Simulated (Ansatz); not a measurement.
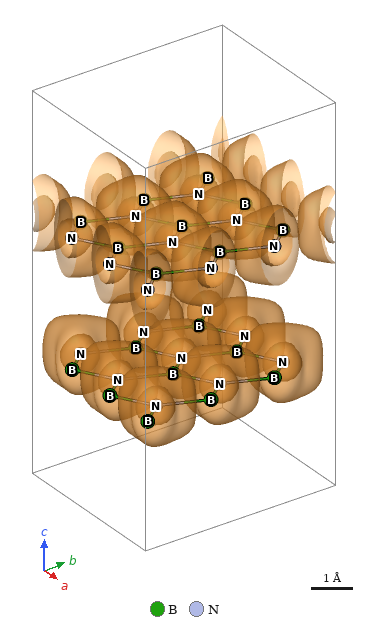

*BN. Isosurface of the ELF at 0.7 (orange), seen slightly off an axis. Only the valence region is drawn (cores and ρ < 0.01 e/Å³ removed). Sticks mark near contacts.*

A structure generated by program, which may or may not match a known phase.

Computed with DFT PBE+D3(BJ), scalar-relativistic, plane waves, PAW in Ansatz.

In a PAW calculation such maps are meaningful between the atoms, not at the nuclei.

**What do the ELF domains correspond to?**

The ELF exceeds this value in two regions on N in which the atom's valence shell and bonds are merged, counted in one cell of 4 atoms. Counts are for one cell; the picture repeats the cell along the surface. Profiles from the grid: B–N (1.45 Å): the ELF peaks at about 0.95 between the atoms (a shared but strongly polarised pair).
